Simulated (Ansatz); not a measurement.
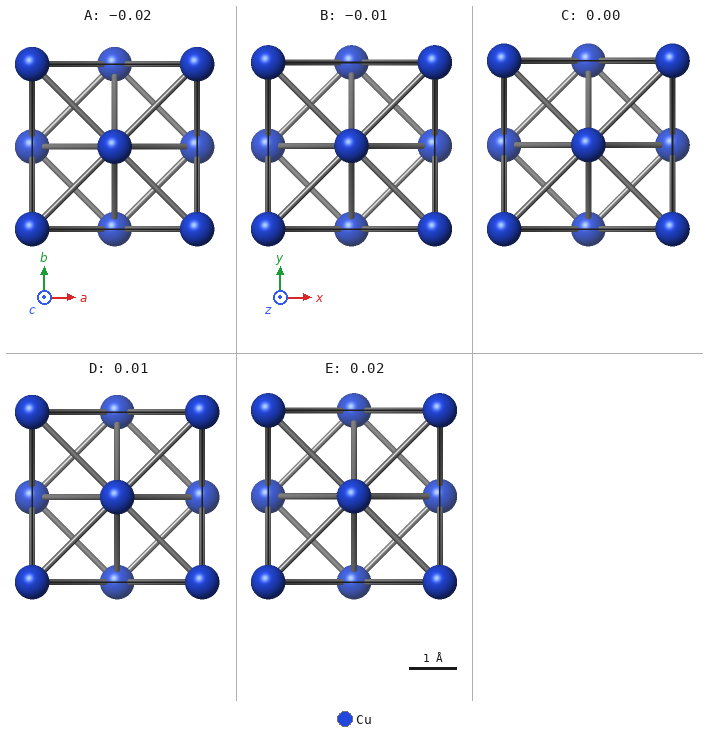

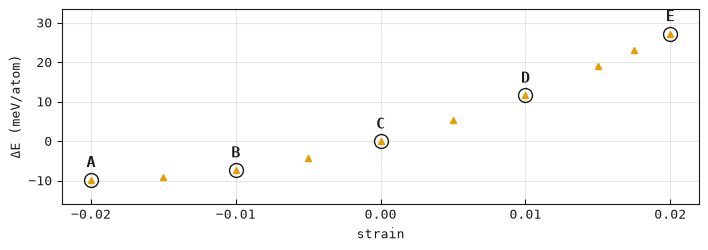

Energy scan for solid Cu (Fm-3m), in which the cell is strained equally along x and y, with the atoms kept at their fractional coordinates. x, y and z are the Cartesian axes of the input. The lettered frames are marked on the plot. The picture is a ball-and-stick view of the conventional cell (4 times the calculation's cell), seen along the c axis. Lengths and directions refer to the drawn axes.

These are results of DFT PBEsol, scalar-relativistic, plane waves, PAW in Ansatz, not measurements. Set-up: plane-wave cutoff 420 eV; k-point mesh 22 × 22 × 22; occupations gaussian; smearing width 0.15 eV; no spin polarisation. Energies (free energies at the smearing named) are counted from the cell as listed in its source, which wasn't relaxed.

> Describe the profile.

Of the computed points the lowest is at the strain −0.02, −9.7 meV/atom. The unrelaxed reference is under a pressure of −6.5 GPa, which tilts the curve. The distortion takes the space group from Fm-3m to I4/mmm. At the strain −0.02 the cell of the drawing goes a 3.615 → 3.543 Å, b 3.615 → 3.543 Å.

The computed points:

| strain | ΔE (meV/atom) |
| --- | --- |
| −0.0200 | −9.7 |
| −0.0150 | −9.2 |
| −0.0100 | −7.3 |
| −0.0050 | −4.2 |
| 0.0000 | 0.0 |
| 0.0050 | 5.3 |
| 0.0100 | 11.7 |
| 0.0150 | 19.0 |
| 0.0175 | 23.0 |
| 0.0200 | 27.3 |
